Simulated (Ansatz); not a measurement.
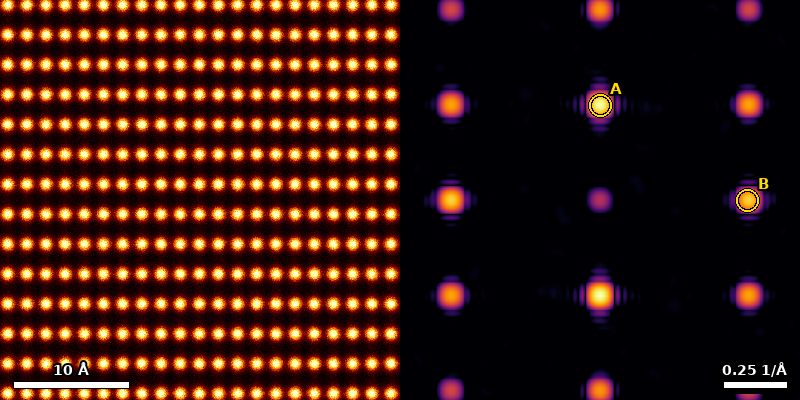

Z-contrast image of a crystal. Simulation: incoherent imaging, intensity Z^1.7 per atom, probe width 0.93 Å, thin sample. The probe carries 15 % of its weight in a tail 2.5 times as wide. Shot noise was added.

The right panel is the modulus of the image's Fourier transform on a logarithmic scale.

> Which lattice spacings do the marked spots stand for, and what angle do A and B enclose?

A: 2.6 Å, B: 1.7 Å; A and B enclose about 90°.

The crystal is ZrC (P6_3/mmc, No. 194) along [210]; the spots are (0 0 -2) and (1 -2 0). Atomic positions: the input geometry of a calculation; the starting structure was generated, so it need not be a known form of this composition.
